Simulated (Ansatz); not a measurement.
**Two runs on P**

System: P (2 atoms in the cell).
Method of run 1: DFT r2SCAN, scalar-relativistic, plane waves, PAW, no spin polarisation (Ansatz 0.2.0).

The structure derives from a Materials Project entry. Text and figures count atoms from 1; the logs count them from 0 in places.

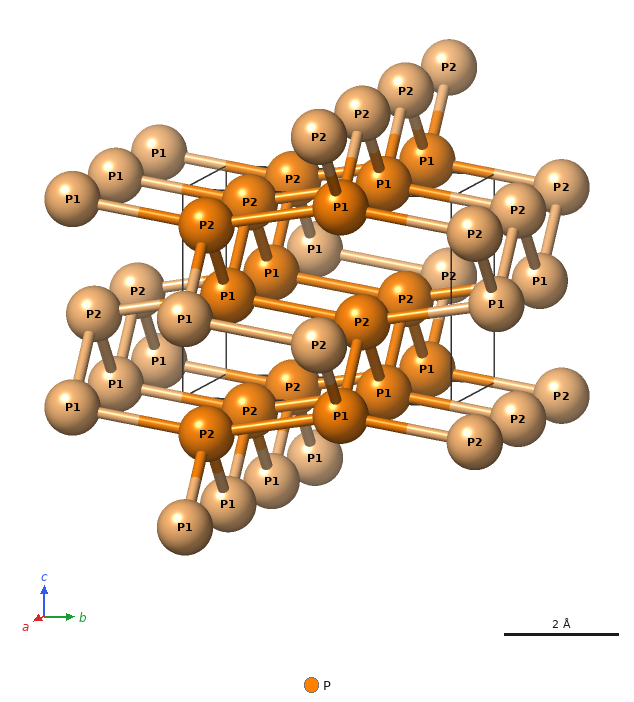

The input geometry (ball-and-stick view of the cell 2 times as large as that of the calculation, set on its symmetry axes, repeated 2 × 1 × 1, seen slightly off an axis; neighbours outside the cell are drawn fainter; atoms are numbered from 1 in the order of the input). Near neighbours in the crystal (not all of them lie inside the picture): P has 4 P at 2.20 to 2.47 Å.

### Input file, run 1
```yaml
crystal:
  lattice:
    - [-1.6407647418, 2.4397100862, 1.8589441358]
    - [1.6407647418, -2.4397100862, 1.8589441358]
    - [1.6407647418, 2.4397100862, -1.8589441358]
  atoms:
    - { symbol: P, position: [0.80330911, 0.05330911, 0.75] }
    - { symbol: P, position: [0.19669089, 0.94669089, 0.25] }
basis:
  ecutwfc: 500
kpoints:
  mp_grid: { grid: [18, 18, 18] }
hamiltonian:
  xc: r2scan
scf:
  occupations: { method: gaussian, width: 0.15 }
output:
  forces: true
  stress: true
  eigenvalues: true
```

Launched with:
```bash
ansatz run input.yaml --threads 1 --pin off --max-ram 2560MiB --backend cpu --events-out ev --progress --plain --runs-dir out
```

Hardware: 1 thread of Intel Xeon @ 2.50GHz (Skylake/Cascade Lake), 192 GiB of memory available, shared host.

### Output, shortened to warnings, some set-up lines, iterations and results (run 1)
```
Basis set: ecut = 500 eV, 763 PW (Γ), exchange–correlation on 108×108×108 points (64 copies of the dense FFT grid, shifted against one another)
Symmetry: 8 space group operations
k-points: 865 of 5832
Initial density: superposition of atomic densities (neutral atoms: chi_scale 0, normalization atom), corrected by the library's trained network
[...]
SCF iter   1: F=—  HF=-1518.018611 eV  |F-HF|=—  |Δ(HF+E_count)|=         —  Δρ=6.13e-3  dr2=7.40e-3  dr2_τ=1.63e-2  ethr=1.77e-3  ⟨swp⟩=6.4  Hψ=68467  notcnv=0
SCF iter   2: F=—  HF=-1518.061381 eV  |F-HF|=—  |Δ(HF+E_count)|=   4.28e-2  Δρ=4.44e-3  dr2=3.98e-3  dr2_τ=5.81e-5  ethr=7.40e-5  ⟨swp⟩=2.0  Hψ=22220  notcnv=0
SCF iter   3: F=—  HF=-1518.062300 eV  |F-HF|=—  |Δ(HF+E_count)|=   9.19e-4  Δρ=6.94e-4  dr2=1.85e-4  dr2_τ=9.48e-6  ethr=3.98e-5  ⟨swp⟩=2.0  Hψ=12119  notcnv=0
SCF iter   4: F=—  HF=-1518.062273 eV  |F-HF|=—  |Δ(HF+E_count)|=   2.62e-5  Δρ=5.07e-4  dr2=4.99e-5  dr2_τ=3.40e-6  ethr=1.85e-6  ⟨swp⟩=2.4  Hψ=11874  notcnv=0
SCF iter   5: F=—  HF=-1518.062293 eV  |F-HF|=—  |Δ(HF+E_count)|=   1.96e-5  Δρ=3.86e-5  dr2=3.63e-7  dr2_τ=5.65e-8  ethr=4.99e-7  ⟨swp⟩=2.1  Hψ=12131  notcnv=0
SCF iter   6: F=—  HF=-1518.062293 eV  |F-HF|=—  |Δ(HF+E_count)|=   4.22e-9  Δρ=2.68e-5  dr2=1.70e-7  dr2_τ=3.88e-9  ethr=1.00e-9  ⟨swp⟩=8.5  Hψ=48764  notcnv=0
SCF iter   7: F=-1518.062293 eV  HF=-1518.062293 eV  |F-HF|=2.94e-9  |Δ(HF+E_count)|=   7.79e-8  Δρ=5.22e-6  dr2=6.44e-9  dr2_τ=1.33e-10  ethr=1.00e-9  ⟨swp⟩=4.6  Hψ=25396  …
SCF 1 converged in 7 iterations: F = -1518.062293 eV  dr2 = 6.44e-9
SCF converged after 7 iterations
Free energy (F): -1518.062293 eV
Harris-Foulkes:  -1518.062293 eV  (|F-HF|=2.94e-9)
Internal energy: -1518.059370 eV  (E = F + TS)
E sigma→0 (E₀):  -1518.060831 eV
Entropy (-TS):   -0.002923 eV (-1.462 meV/atom)
Fermi energy:    11.326774 eV
--- Per-component energies (eV) ---
  E_band       = 35.244667
  E_kinetic    = 144.464470
  E_local      = -62.545500  (includes V_loc(G=0)·N_el)
  E_nonlocal   = 66.440346
  E_hartree    = 14.740621
  E_xc         = -118.518864
  E_vxc        = -133.077167  (∫ρ·V_xc dr)
  E_paw        = -1151.521033  (= ΣΔE_a)
  E_vpaw       = -15.676638  (= ΣTr[D̂ρ^β])
  E_aug_tail   = 0.000001  (compensation charges beyond the density's cutoff)
  E_vtau       = 6.158373  (kinetic-family band-sum trace: ∫τ·v_τ [+ j·A + Jᵃ·Aᵃ] dr)
  E_ewald      = -410.937725
  E_core_change = -0.181684  (= ΣΔE_core)
  E_smearing   = -0.002923  (= −TS)
  E_closure    = -0.000000  (closes the sum)
  Σ components = -1518.062293   (vs F -1518.062293, Δ=0.00e0)
--- Forces (eV/Å), atoms counted from 1 ---
  atom   1  P      0.00000000    -0.00000000    -0.52204083
  atom   2  P     -0.00000000     0.00000000     0.52204083
  max |Σ_I F_I| component: 0.00e0 eV/Å
--- Stress (GPa, compression-positive) ---
       11.828850       0.000000       0.000000
        0.000000      10.661941      -0.000000
        0.000000      -0.000000       5.164060
  P = ⅓ Tr σ = 9.2183 GPa (92.183 kbar)
```

For run 2 the input was changed thus:
```diff
-    - [-1.6407647418, 2.4397100862, 1.8589441358]
-    - [1.6407647418, -2.4397100862, 1.8589441358]
-    - [1.6407647418, 2.4397100862, -1.8589441358]
+    - [-1.6407647418, 2.4397100862, 1.8031758117]
+    - [1.6407647418, -2.4397100862, 1.8031758117]
+    - [1.6407647418, 2.4397100862, -1.8031758117]
```

How does run 2 compare with run 1?

With the same functional and potentials, run 2 lies 23.4 meV per atom higher. The pressure goes from 9.22 to 13.13 GPa. The largest force goes from 0.522 to 0.937 eV/Å. The volume per atom goes from 14.88 to 14.44 Å³. The number of SCF iterations is the same. The plane waves at Γ go from 763 to 727.

### Output, shortened to warnings, some set-up lines, iterations and results (run 2)
```
Basis set: ecut = 500 eV, 727 PW (Γ), exchange–correlation on 108×108×108 points (64 copies of the dense FFT grid, shifted against one another)
Symmetry: 8 space group operations
k-points: 865 of 5832
Initial density: superposition of atomic densities (neutral atoms: chi_scale 0, normalization atom), corrected by the library's trained network
[...]
SCF iter   1: F=—  HF=-1517.966638 eV  |F-HF|=—  |Δ(HF+E_count)|=         —  Δρ=6.22e-3  dr2=7.20e-3  dr2_τ=1.90e-2  ethr=1.77e-3  ⟨swp⟩=6.3  Hψ=68597  notcnv=0
SCF iter   2: F=—  HF=-1518.014425 eV  |F-HF|=—  |Δ(HF+E_count)|=   4.78e-2  Δρ=4.58e-3  dr2=3.99e-3  dr2_τ=5.94e-5  ethr=7.20e-5  ⟨swp⟩=2.0  Hψ=22314  notcnv=0
SCF iter   3: F=—  HF=-1518.015443 eV  |F-HF|=—  |Δ(HF+E_count)|=   1.02e-3  Δρ=7.11e-4  dr2=1.80e-4  dr2_τ=1.02e-5  ethr=3.99e-5  ⟨swp⟩=2.0  Hψ=12113  notcnv=0
SCF iter   4: F=—  HF=-1518.015420 eV  |F-HF|=—  |Δ(HF+E_count)|=   2.38e-5  Δρ=5.48e-4  dr2=5.64e-5  dr2_τ=3.77e-6  ethr=1.80e-6  ⟨swp⟩=2.4  Hψ=12093  notcnv=0
SCF iter   5: F=—  HF=-1518.015443 eV  |F-HF|=—  |Δ(HF+E_count)|=   2.32e-5  Δρ=4.09e-5  dr2=4.26e-7  dr2_τ=4.24e-8  ethr=5.64e-7  ⟨swp⟩=2.4  Hψ=12114  notcnv=0
SCF iter   6: F=—  HF=-1518.015443 eV  |F-HF|=—  |Δ(HF+E_count)|=   3.65e-8  Δρ=3.12e-5  dr2=2.19e-7  dr2_τ=4.80e-9  ethr=1.00e-9  ⟨swp⟩=8.3  Hψ=48578  notcnv=0
SCF iter   7: F=-1518.015443 eV  HF=-1518.015443 eV  |F-HF|=3.97e-9  |Δ(HF+E_count)|=   1.07e-7  Δρ=5.53e-6  dr2=6.77e-9  dr2_τ=1.76e-10  ethr=1.00e-9  ⟨swp⟩=2.9  Hψ=28835  …
SCF 1 converged in 7 iterations: F = -1518.015443 eV  dr2 = 6.77e-9
SCF converged after 7 iterations
Free energy (F): -1518.015443 eV
Harris-Foulkes:  -1518.015443 eV  (|F-HF|=3.97e-9)
Internal energy: -1518.012895 eV  (E = F + TS)
E sigma→0 (E₀):  -1518.014169 eV
Entropy (-TS):   -0.002548 eV (-1.274 meV/atom)
Fermi energy:    11.784250 eV
--- Per-component energies (eV) ---
  E_band       = 38.660883
  E_kinetic    = 146.004195
  E_local      = -58.541469  (includes V_loc(G=0)·N_el)
  E_nonlocal   = 66.533070
  E_hartree    = 14.059322
  E_xc         = -119.124985
  E_vxc        = -133.939685  (∫ρ·V_xc dr)
  E_paw        = -1151.568817  (= ΣΔE_a)
  E_vpaw       = -15.705333  (= ΣTr[D̂ρ^β])
  E_aug_tail   = 0.000001  (compensation charges beyond the density's cutoff)
  E_vtau       = 6.191918  (kinetic-family band-sum trace: ∫τ·v_τ [+ j·A + Jᵃ·Aᵃ] dr)
  E_ewald      = -415.192528
  E_core_change = -0.181684  (= ΣΔE_core)
  E_smearing   = -0.002548  (= −TS)
  E_closure    = -0.000000  (closes the sum)
  Σ components = -1518.015443   (vs F -1518.015443, Δ=0.00e0)
--- Forces (eV/Å), atoms counted from 1 ---
  atom   1  P      0.00000000     0.00000000    -0.93687348
  atom   2  P      0.00000000     0.00000000     0.93687348
  max |Σ_I F_I| component: 0.00e0 eV/Å
--- Stress (GPa, compression-positive) ---
       16.675529       0.000000       0.000000
        0.000000      10.757710       0.000000
        0.000000       0.000000      11.949940
  P = ⅓ Tr σ = 13.1277 GPa (131.277 kbar)
```

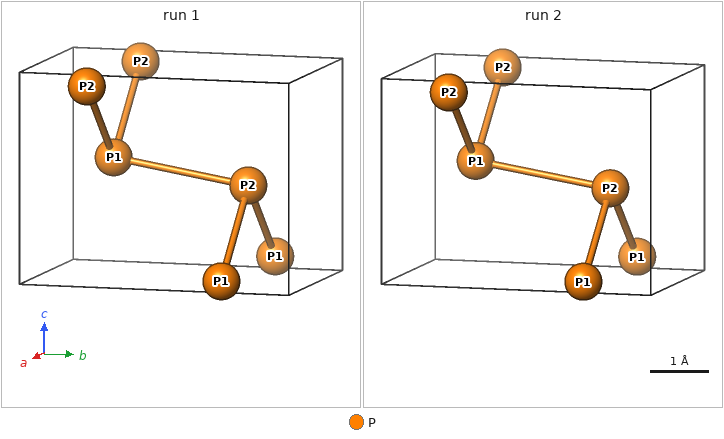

The two input geometries at one scale (ball-and-stick view of the cell 2 times as large as that of the calculation, set on its symmetry axes, seen slightly off an axis). The atoms keep their places relative to the cell (all moves are under 0.005 Å). The drawn cell changes as follows: a stays at 3.282 Å, b stays at 4.879 Å, c 3.718 → 3.606 Å (−3.0 %); the volume changes by −3.0 %. Among the contacts that change: P1–P2 2.198 → 2.169 Å.

### The two runs side by side

```csv
quantity,run 1,run 2
outcome,converged,converged
free energy per atom (eV),−759.0311,−759.0077
"energy per atom, smearing taken to zero (eV)",−759.0304,−759.0071
gap on the mesh (eV),0.00,0.00
pressure (GPa),9.22,13.13
volume per atom (Å³),14.88,14.44
largest force (eV/Å),0.522,0.937
SCF iterations,7,7
irreducible k-points,865,865
plane waves at Γ,763,727
wall time (shared host),42 s,43 s
```

For run 2: The cell is under a pressure of 13.1 GPa at this level, so it is not at its equilibrium volume.
